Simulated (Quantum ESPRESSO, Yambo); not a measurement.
# Quasiparticle gap of GaN (honeycomb monolayer) in Yambo, part 2 of 2

How does a plane-wave GW calculation on GaN (honeycomb monolayer) run from the first input to the gap?

Quantum ESPRESSO 7.5 and Yambo 5.3.0; PBE and many-body steps on it, plane waves. Known limits of the many-body steps: not at the basis limit; no spin-orbit coupling.

So far. Step 3 (Bands along the symmetry lines): The gap is 2.161 eV, as in the run before at this level. Step 4 (Empty states on the mesh, 9×9×1 mesh, 71 bands): On this mesh the gap is 2.161 eV.

### Step 5. Conversion and set-up

This step: Yambo 5.3.0; conversion and set-up on PBE, plane waves, norm-conserving pseudopotentials.

The states are converted to the many-body program's format and the q mesh is built.

The run is started by

```sh
$ (cd o/x.save; p2y > p2y.log; mv SAVE ../..); yambo > setup.log
```

Log:

```text
 Yambo, version 5.3.0

 [02] CORE Variables Setup
 =========================

  [02.01] Unit cells
  ==================

  Cell kind             :  HCP
  Atoms in the cell     :  Ga  N
  number of Ga atoms    :  1
  number of N  atoms    :  1

  List of atomic masses
  Mass of Ga    :  69.72300
  Mass of N     :  14.00700

  List of atomic coordinates    : [cc]
  Ga1       : -0.30365E-09   3.5063       13.229      order 1
  N1       :   3.03654   1.75315  13.22689  order 2

  Alat factors          :   6.07308   5.25944  26.45617 [a.u.]
  Direct lattice volume :  845.0363 [a.u.]
  Direct lattice vectors:  A[ 1 ]  A[ 2 ]  A[ 3 ]
   A[ 1 ]:  1.000000  0.000000  0.000000  [iru]
   6.073079  0.000000  0.000000  [cc]
   A[ 2 ]: -0.500000  1.000000  0.000000  [iru]
  -3.036539  5.259441  0.000000  [cc]
   A[ 3 ]:  0.000000  0.000000  1.000000  [iru]
    0.00000   0.00000  26.45617  [cc]

  Recip. lattice volume :  0.293538 [a.u.]
  Recip. lattice vectors:  B[ 1 ]  B[ 2 ]  B[ 3 ]
   B[ 1 ]:  1.000000  0.500000  0.000000  [iku]
   1.034596  0.597324 -0.000000  [cc]
   B[ 2 ]:  0.000000  1.000000  0.000000  [iku]
   0.000000  1.194649  0.000000  [cc]
   B[ 3 ]:  0.000000  0.000000  1.000000  [iku]
   0.000000 -0.000000  0.237494  [cc]

  [02.02] Symmetries
  ==================

  Inversion symmetry    : yes
  Spatial inversion     : no
  Inversion index       :   7
  K-space Time-reversal : yes
  Magnetic symmetries   : no
  Time-reversal derived K-space symmetries:   7  12
  Group table correct   : yes
  Symmetries units      :  [cc]

   [S  1]:   1.0000       0.0000       0.0000      0.42538E-16   1.0000       0.0000       0.0000       0.0000       1.0000
   [S  2]: -0.500000  0.866025  0.000000 -0.866025 -0.500000  0.000000  0.000000  0.000000  1.000000
   [S  3]: -0.500000 -0.866025  0.000000  0.866025 -0.500000  0.000000  0.000000  0.000000  1.000000
   [S  4]:  -1.0000       0.0000       0.0000      0.46408E-15   1.0000       0.0000       0.0000       0.0000       1.0000
   [S  5]:  0.500000  0.866025  0.000000  0.866025 -0.500000  0.000000  0.000000  0.000000  1.000000
   [S  6]:  0.500000 -0.866025  0.000000 -0.866025 -0.500000  0.000000  0.000000  0.000000  1.000000
   [S* 7]:  -1.0000      -0.0000      -0.0000     -0.42538E-16  -1.0000      -0.0000      -0.0000      -0.0000      -1.0000
   [S* 8]:  0.500000 -0.866025 -0.000000  0.866025  0.500000 -0.000000 -0.000000 -0.000000 -1.000000
   [S* 9]:  0.500000  0.866025 -0.000000 -0.866025  0.500000 -0.000000 -0.000000 -0.000000 -1.000000
   [S*10]:   1.0000      -0.0000      -0.0000     -0.46408E-15  -1.0000      -0.0000      -0.0000      -0.0000      -1.0000
   [S*11]: -0.500000 -0.866025 -0.000000 -0.866025  0.500000 -0.000000 -0.000000 -0.000000 -1.000000
   [S*12]: -0.500000  0.866025 -0.000000  0.866025  0.500000 -0.000000 -0.000000 -0.000000 -1.000000

  [02.03] Reciprocal space
  ========================

[...]
WF components:  15091
  K [ 3]         [rlu]:  0.000000  0.222222  0.000000
         WF components:  15139
[...]
K [ 8]         [rlu]:  0.111111  0.333333  0.000000
[...]
K [ 9]         [rlu]:  0.111111  0.444444  0.000000
[...]
K [10]         [rlu]:  0.222222  0.222222  0.000000
[...]
K [11]         [rlu]:  0.222222  0.333333  0.000000
         WF components:  15152
  K [12]         [rlu]:  0.333333  0.333333  0.000000
         WF components:  15126

  [02.05] Energies & Occupations
  ==============================

  [X] === General ===
  [X] Electronic Temperature                        :  0.000000  0.000000 [eV K]
  [X] Bosonic    Temperature                        :  0.000000  0.000000 [eV K]
  [X] Finite Temperature mode                       : no
  [X] El. density                                   :  0.20763E+24 [cm-3]
  [X] Fermi Level                                   : -2.261712 [eV]

  [X] === Gaps and Widths ===
  [X] Conduction Band Min                           :  2.161124 [eV]
  [X] Valence Band Max                              :  0.000000 [eV]
  [X] Filled Bands                                  :  13
  [X] Empty Bands                                   :   14   71
  [X] Direct Gap                                    :  2.483801 [eV]
  [X] Direct Gap localized at k                     :  1
  [X] Indirect Gap                                  :  2.161124 [eV]
  [X] Indirect Gap between kpts                     :  12   1
  [X] Last valence band width                       :  1.344845 [eV]
  [X] 1st conduction band width                     :  3.099751 [eV]

  E @ K [ 1]:  [eV]
  -142.0673  -92.9689  -92.7239  -92.7239  -15.2525  -13.4494  -13.4494  -13.1805
[...]
occ @ K [ 1]
[...]
E @ K [ 2]:  [eV]
[...]
occ @ K [ 2]
[...]
E @ K [ 3]:  [eV]
[...]
occ @ K [ 3]
[...]
E @ K [ 8]:  [eV]
[...]
occ @ K [ 8]
[...]
E @ K [ 9]:  [eV]
[...]
occ @ K [ 9]
[...]
E @ K [10]:  [eV]
[...]
occ @ K [10]
[...]
E @ K [11]:  [eV]
[...]
occ @ K [11]
[...]
E @ K [12]:  [eV]
[...]
occ @ K [12]
[...]
0.000000  0.000000  0.000000  0.000000  0.000000  0.000000  0.000000  0.000000
   0.000000  0.000000  0.000000  0.000000  0.000000  0.000000  0.000000  0.000000

 [03] Transferred momenta grid and indexing
 ==========================================

 IBZ Q-points                                      :  12
 BZ  Q-points                                      :   81

 K/Q-points units:
 rlu = crystal or reduced units; cc = cartesian coordinates; iku = interal k-units

 Q [ 1]         [rlu]:  0.000000  0.000000  0.000000
 Q [ 2]         [rlu]:  0.54576E-17  0.11111       0.0000
 Q [ 3]         [rlu]:  0.10915E-16  0.22222       0.0000
[...]
Q [ 8]         [rlu]:  0.111111  0.333333  0.000000
 Q [ 9]         [rlu]:  0.111111  0.444444  0.000000
 Q [10]         [rlu]:  0.222222  0.222222  0.000000
 Q [11]         [rlu]:  0.222222  0.333333  0.000000
 Q [12]         [rlu]:  0.333333  0.333333  0.000000

  [03.01] X indexes
  =================

   [03.01.01] Sigma indexes
   ========================

 [06] Game Over & Game summary
```

Elapsed: 3 s, on 1 MPI rank of Arm Neoverse V2, shared host; peak memory 0.26 GiB.

### Step 6. Screening and self-energy, 9×9×1 mesh, 71 bands, screening to 108.8 eV

Now the one-shot GW correction: screening in the RPA, then the self-energy of the levels asked for.

This step: G0W0 on PBE, plane waves, norm-conserving pseudopotentials.

File gw1.in:

```
HF_and_locXC
gw0
dyson
ppa
em1d
rim_cut
rim_w
RandQpts= 3000000
RandGvec= 100 RL
CUTGeo= "slab z"
RandGvecW= 9 RL
EXXRLvcs= 104 Ry
VXCRLvcs= 416 Ry
Chimod= "HARTREE"
% BndsRnXp
 1 | 71 |
%
NGsBlkXp= 8 Ry
% LongDrXp
 1 | 1 | 0 |
%
% GbndRnge
 1 | 71 |
%
DysSolver= "n"
ExtendOut
PPAPntXp= 27.21138 eV
% QPkrange
 1 | 12 | 10 | 17 |
%
```

The run is started by

```sh
$ OMP_NUM_THREADS=1 mpirun -n 4 yambo -F gw1.in -J gw1 -C gw1 > gw1.log
```

Log:

```text
 Yambo, version 5.3.0

 [02] CORE Variables Setup
 =========================

  [... cell, symmetries and grids as in the set-up ...]

  [02.05] Energies & Occupations
  ==============================

  [X] === General ===
  [X] Electronic Temperature                        :  0.000000  0.000000 [eV K]
  [X] Bosonic    Temperature                        :  0.000000  0.000000 [eV K]
  [X] Finite Temperature mode                       : no
  [X] El. density                                   :  0.20763E+24 [cm-3]
  [X] Fermi Level                                   : -2.261712 [eV]

  [X] === Gaps and Widths ===
  [X] Conduction Band Min                           :  2.161124 [eV]
  [X] Valence Band Max                              :  0.000000 [eV]
  [X] Filled Bands                                  :  13
  [X] Empty Bands                                   :   14   71
  [X] Direct Gap                                    :  2.483801 [eV]
  [X] Direct Gap localized at k                     :  1
  [X] Indirect Gap                                  :  2.161124 [eV]
  [X] Indirect Gap between kpts                     :  12   1
  [X] Last valence band width                       :  1.344845 [eV]
  [X] 1st conduction band width                     :  3.099751 [eV]

 [03] Transferred momenta grid and indexing
 ==========================================

 IBZ Q-points                                      :  12
 BZ  Q-points                                      :   81

 K/Q-points units:
 rlu = crystal or reduced units; cc = cartesian coordinates; iku = interal k-units

 Q [ 1]         [rlu]:  0.000000  0.000000  0.000000
 Q [ 2]         [rlu]:  0.54576E-17  0.11111       0.0000
 Q [ 3]         [rlu]:  0.10915E-16  0.22222       0.0000
 Q [ 4]         [rlu]:  0.16373E-16  0.33333       0.0000
 Q [ 5]         [rlu]:  0.21830E-16  0.44444       0.0000
 Q [ 6]         [rlu]:  0.111111  0.111111  0.000000
 Q [ 7]         [rlu]:  0.111111  0.222222  0.000000
 Q [ 8]         [rlu]:  0.111111  0.333333  0.000000
 Q [ 9]         [rlu]:  0.111111  0.444444  0.000000
 Q [10]         [rlu]:  0.222222  0.222222  0.000000
 Q [11]         [rlu]:  0.222222  0.333333  0.000000
 Q [12]         [rlu]:  0.333333  0.333333  0.000000

 [04] Coloumb potential Random Integration (RIM)
 ===============================================

 Performing RIM of v_slab

  [04.01] RIM initialization
  ==========================

  * Diagonal components only detected *

  8 x (sBL volume)        :  0.028991 [a.u.]
  sBZ random points       :  3000000
  Points outside the sBZ  :  24000829
  RL volume               :  0.293538 [a.u.]
  Integrated volume       :  0.293528 [a.u.]

  [04.02] RIM integrals
  =====================

  Gamma point sphere radius             :  0.031168 [a.u.]
  Points outside the sphere             :  2398884
  [Int_sBZ(q=0) 1/q^2]*(Vol_sBZ)^(-1/3) =:  7.241176
                                 should be <:  7.795600

  Summary of Coulomb integrals for non-metallic bands |Q|[au] RIM/Bare

  Q [1] 0.100000E-4 0.928880 * Q [2] 0.132739 0.898976
  Q [6] 0.229910 0.987561 * Q [3] 0.265478 0.998838
  Q [7] 0.351194 1.008689 * Q [4] 0.398216 1.009571
  Q [10] 0.459821 1.008976 * Q [8] 0.478596 1.008693
  Q [5] 0.530955 1.007716 * Q [11] 0.578595 1.006767
  Q [9] 0.608285 1.006258 * Q [12] 0.689731 1.004985
  Non-periodic chartesian directions : none
  Optical renormalization            :  26.45617 [au]
  Polarizability dimension           : length

 [05] Coloumb potential CutOffslab
 =================================

 Cut directionsZ
 Slab Cutoff:Z
 Symmetry test passed : yes

 [06] Dipoles
 ============

  [06.01] Setup: observables and procedures
  =========================================

 [07] Dynamic Dielectric Matrix (PPA)
 ====================================

 [WR./gw1//ndb.pp]---------------------------------------------------------------
  Brillouin Zone Q/K grids (IBZ/BZ)                :   12   81   12   81
  RL vectors                                       :  18211 [WF]
  Coulomb cutoff potential                         : slab z
  Electronic Temperature                           :  0.000000 [K]
  Bosonic    Temperature                           :  0.000000 [K]
  PPA    diel. fun.  energies                      : Perdew, Burke & Ernzerhof(X)+Perdew, Burke & Ernzerhof(C)
  wavefunctions                                    : Perdew, Burke & Ernzerhof(X)+Perdew, Burke & Ernzerhof(C)
  Global Gauge                                     : length
  X matrix size                                    :   331
  X band range                                     :    1   71
  X e/h energy range                               : -1.000000 -1.000000 [eV]
  X Time ordering                                  : R
  X Hxc Kernel                                     : HARTREE
  X Drude frequency                                :  0.000000  0.000000
  X poles                                          :  100.0000 [o/o]
  RL vectors in the sum                            :  18211
  [r,Vnl] included                                 : yes
  Field direction                                  :  0.707107E-5  0.707107E-5   0.00000
  BZ energy Double Grid                            : no
  BZ energy DbGd points                            : 0
  BZ Q point size factor                           : -1.000000
  X Optical Averaged directions                    : none

 [08] Local Exchange-Correlation + Non-Local Fock
 ================================================

 [VXC] Plane waves :  121095
 [EXS] Plane waves :  15037

 QP @ state[ 1 ] K range:   1  12
 QP @ state[ 1 ] b range:  10  17

 [xc] Functional : Perdew, Burke & Ernzerhof(X)+Perdew, Burke & Ernzerhof(C)
 [xc] LIBXC used to calculate xc functional
  PP Number of Atomic Species                      :  2
  NLCC RL compoments                               :  121095
  PP Number of Atomic Species                      :  2
  NLCC RL compoments                               :  121095

 [xc] E_xc :  -24.05180 [Ha]
      E_xc :  -48.10359 [Ry]

  Local XC kind (lXC) : Perdew, Burke & Ernzerhof(X)+Perdew, Burke & Ernzerhof(C)
  Non-Local XC kind (nlXC) : Hartree-Fock

  Corrections @ K [1] :  [eV]
 <10|nlXC|10> = -42.00029 -0.31273E-17 <10|lXC|10> = -31.17580  0.000000
 <11|nlXC|11> = -17.19583 -0.21473E-17 <11|lXC|11> = -12.52052  0.94408E-16
 <12|nlXC|12> = -22.86315 -0.58863E-17 <12|lXC|12> = -19.30444 -0.18882E-15
 <13|nlXC|13> = -22.86317  0.25171E-16 <13|lXC|13> = -19.30445  0.18882E-15
 <14|nlXC|14> = -7.644959 -0.28559E-17 <14|lXC|14> = -11.29838  0.000000
 <15|nlXC|15> = -2.402748  0.71582E-18 <15|lXC|15> = -4.591214  0.18882E-15
 <16|nlXC|16> = -0.955214  0.31625E-18 <16|lXC|16> = -2.022894  0.23602E-16
 <17|nlXC|17> = -1.595259  0.95591E-19 <17|lXC|17> = -3.360001  0.000000

  Corrections @ K [2] :  [eV]
 <10|nlXC|10> = -41.47410  0.24363E-17 <10|lXC|10> = -30.71529  0.000000
 <11|nlXC|11> = -17.32832  0.24696E-19 <11|lXC|11> = -12.72079  0.94408E-16
[...]
Corrections @ K [3] :  [eV]
[...]
Corrections @ K [4] :  [eV]
[...]
Corrections @ K [5] :  [eV]
[...]
[... 6 further k-points ...]
  Corrections @ K [12] :  [eV]
[...]
<13|nlXC|13> = -20.24976 -0.87094E-17 <13|lXC|13> = -16.34785 -0.18882E-15
 <14|nlXC|14> = -4.763758  0.10009E-17 <14|lXC|14> = -9.160058 -0.94408E-16
 <15|nlXC|15> = -8.516424  0.49518E-18 <15|lXC|15> = -14.31521  0.000000
 <16|nlXC|16> = -2.393322  0.51742E-19 <16|lXC|16> = -5.891273 -0.11801E-16
 <17|nlXC|17> = -4.879831  0.26506E-18 <17|lXC|17> = -9.545050  0.47204E-16

  [08.01] Hartree-Fock occupations report
  =======================================

  [Hartree-Fock] === General ===
  [Hartree-Fock] Electronic Temperature             :  0.000000  0.000000 [eV K]
  [Hartree-Fock] Bosonic    Temperature             :  0.000000  0.000000 [eV K]
  [Hartree-Fock] Finite Temperature mode            : no
  [Hartree-Fock] El. density                        :  0.20763E+24 [cm-3]
  [Hartree-Fock] Fermi Level                        : -2.261712 [eV]

  [Hartree-Fock] === Gaps and Widths ===
  [Hartree-Fock] Conduction Band Min                :  5.814541 [eV]
  [Hartree-Fock] Valence Band Max                   : -3.881398 [eV]
  [Hartree-Fock] Filled Bands                       :  13
  [Hartree-Fock] Empty Bands                        :   14   71
  [Hartree-Fock] Direct Gap                         :  9.695939 [eV]
  [Hartree-Fock] Direct Gap localized at k          :  1
  [Hartree-Fock] Indirect Gap                       :  9.695939 [eV]
  [Hartree-Fock] Indirect Gap between kpts          :  1  1
  [Hartree-Fock] Last valence band width            :  1.718393 [eV]
  [Hartree-Fock] 1st conduction band width          :  3.659351 [eV]

 [09] Dyson equation: Newton solver
 ==================================

  [09.01] RIM-W interpolation
  ===========================

  [WARNING] RIM-W works only for 2D semiconductors with slab cutoff
  Found compatible q grid: 2D
  q_min[ 1 ]:  0.11111      0.25711E-11   0.0000     [rlu]
   0.111111  0.055556  0.000000 [iku]
  q_min[ 2 ]:  0.54576E-17  0.11111       0.0000     [rlu]
   0.54576E-17  0.11111       0.0000     [iku]
  G-vectors :   9
  G-vectors loaded:   61
  Number of interpolated frequencies:  2

  Evaluating coefficients q = 0
  Evaluating coefficients q = 0

  [09.02] RIM-W integrals
  =======================

  8 x (sBL volume)        :  0.028991 [a.u.]
  sBZ random points       :  3000000
  Points outside the sBZ  :  24000829
  RL volume               :  0.293538 [a.u.]
  Integrated volume       :  0.293528 [a.u.]

  [09.03] RIM integrals
  =====================

  Comparison between head Wc = W - v averages: < Wc > [au] RIM-W/RIM

   < -Wc [Q = 1] > 0.127396E-1 0.872799E-5 * < -Wc [Q = 2] > 0.003413 0.003308
   < -Wc [Q = 3] > 0.730478E-3 0.718781E-3 * < -Wc [Q = 4] > 0.255525E-3 0.252610E-3
   < -Wc [Q = 5] > 0.115309E-3 0.114393E-3 * < -Wc [Q = 6] > 0.001038 0.001020
   < -Wc [Q = 7] > 0.359231E-3 0.355000E-3 * < -Wc [Q = 8] > 0.155641E-3 0.154411E-3
   < -Wc [Q = 9] > 0.788560E-4 0.784091E-4 * < -Wc [Q = 10] > 0.175267E-3 0.173975E-3
   < -Wc [Q = 11] > 0.925214E-4 0.920699E-4 * < -Wc [Q = 12] > 0.560759E-4 0.559019E-4

  Comparison between head Wc = W - v averages: < Wc > [au] RIM-W/RIM

   < -Wc [G = 1,G`=0] > 0.127396E-1 0.872799E-5 * < -Wc [G = 2,G`=0] >-0.958204E-3  0.00000
   < -Wc [G = 3,G`=0] >-0.958204E-3  0.00000 * < -Wc [G = 4,G`=0] > 0.557881E-4  0.00000
   < -Wc [G = 5,G`=0] > 0.557881E-4  0.00000 * < -Wc [G = 6,G`=0] >-0.324247E-4  0.00000
   < -Wc [G = 7,G`=0] >-0.324247E-4  0.00000 * < -Wc [G = 8,G`=0] > 0.914876E-6  0.00000
   < -Wc [G = 9,G`=0] > 0.914876E-6  0.00000

 [10] G0W0 (W PPA)
 =================

 [  GW  ] Bands range     :    1   71
 [GW/PPA] G damping       :  0.100000 [eV]

 QP @ state[ 1 ] K range:   1  12
 QP @ state[ 1 ] b range:  10  17

  Sc/G bands                                       :    1   71
  Sc/G damping                                     :  0.100000 ev
  Sc bands terminator                              : no
  Sx RL components                                 :  15037

  QP @ state[ 1 ] K range                          :   1  12
  QP @ state[ 1 ] b range                          :  10  17
  GF energies kind                                 : Perdew, Burke & Ernzerhof(X)+Perdew, Burke & Ernzerhof(C)
  GF WF`s kind                                     : Perdew, Burke & Ernzerhof(X)+Perdew, Burke & Ernzerhof(C)
  Xs energies kind                                 : Perdew, Burke & Ernzerhof(X)+Perdew, Burke & Ernzerhof(C)
  Xs WF`s kind                                     : Perdew, Burke & Ernzerhof(X)+Perdew, Burke & Ernzerhof(C)

 [14] Game Over & Game summary
```

It took 15 min on 4 MPI ranks; peak memory 3.7 GiB.

Numbers from this step:

```
G0W0 gap on the mesh                         : 4.100 eV
starting gap on the mesh                     : 2.161 eV
k of the valence top                         : 0.3333, 0.3333, 0
k of the conduction bottom                   : 0, 0, 0
least direct G0W0 gap on the computed points : 4.323 eV
Z at the valence top                         : 0.7714
Z at the conduction bottom                   : 0.8316
```

The gap on the mesh goes from 2.16 eV to 4.10 eV, a correction of +1.94 eV.

Limits: finite bands, cutoff and mesh; no spin-orbit coupling. v1 is the top filled band, c1 the lowest empty one. Levels before and after the correction, in eV, zero at the valence-band top of each column:

```csv
,conduction bottom,valence top
Kohn-Sham,2.16,0.00
G0W0,4.10,0.00
```

```csv
,level,energy (eV)
Kohn-Sham,Γ v3,-2.558
Kohn-Sham,Γ v2-v1,-0.323
Kohn-Sham,Γ c1,2.161
Kohn-Sham,Γ c2,4.826
Kohn-Sham,Γ c3,4.906
Kohn-Sham,(0.333 0.333 0) v3,-5.551
Kohn-Sham,(0.333 0.333 0) v2,-4.243
Kohn-Sham,(0.333 0.333 0) v1,0.000
Kohn-Sham,(0.333 0.333 0) c1,5.078
Kohn-Sham,(0.333 0.333 0) c2,7.369
Kohn-Sham,(0.333 0.333 0) c3,8.880
G0W0,Γ v3,-3.148
G0W0,Γ v2-v1,-0.223
G0W0,Γ c1,4.100
G0W0,Γ c2,6.257
G0W0,Γ c3,5.795
G0W0,(0.333 0.333 0) v3,-5.982
G0W0,(0.333 0.333 0) v2,-4.627
G0W0,(0.333 0.333 0) v1,0.000
G0W0,(0.333 0.333 0) c1,7.038
G0W0,(0.333 0.333 0) c2,10.101
G0W0,(0.333 0.333 0) c3,10.361
```

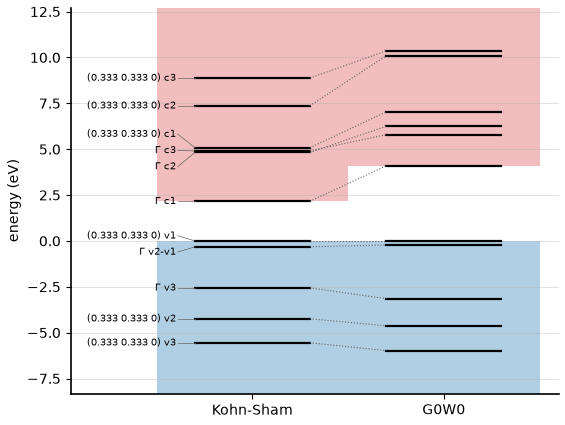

Levels before and after the correction. Shaded: valence and conduction bands.

### Step 7. Where the time went

Times are wall times on the hardware named with each run, good to a factor of about two.

```csv
step,time,share,memory (GiB)
ground state,22 s,2 %,0.57
bands along the symmetry lines,7.5 s,1 %,0.42
empty states on the mesh,19 s,2 %,0.69
conversion and set-up,3 s,0 %,0.26
screening and self-energy,15 min,94 %,3.7
```

### Step 8. Outcome

| Quantity | Value |
| --- | --- |
| PBE gap | 2.16 eV, indirect |
| G0W0 gap on the mesh | 4.10 eV |
| GW settings | 9×9×1 mesh, 71 bands, screening to 108.8 eV, Godby-Needs plasmon pole |
| known limits | not at the basis limit; no spin-orbit coupling |

**Reading.** G0W0 moves the gap on the mesh from 2.16 eV to 4.10 eV (+1.94 eV), with Z of 0.77 and 0.83 at the edges. The dearest step here is «screening and self-energy». Bands and cutoff are finite, so the gap is not at the basis limit. The miss can reach some tenths of an eV and take either sign; the mesh is an error of its own. The many-body steps are scalar-relativistic: spin-orbit coupling is not in them.

[Paths, hosts, dates, memory and timing lines, banners, echoed tables and standing remarks are left out of the program output.]

[Logs are printed without paths, hosts, clocks, repeated set-up lines and the standing remarks that a program may print on its own settings, such as how far it seeks lower states.]

[Runs of the session that timed out or met a known fault of the program may be left out.]

[Hosts, paths, dates, database ids (printed as entryN), source tags and the programs' standing remarks are cut or masked in the printed files.]
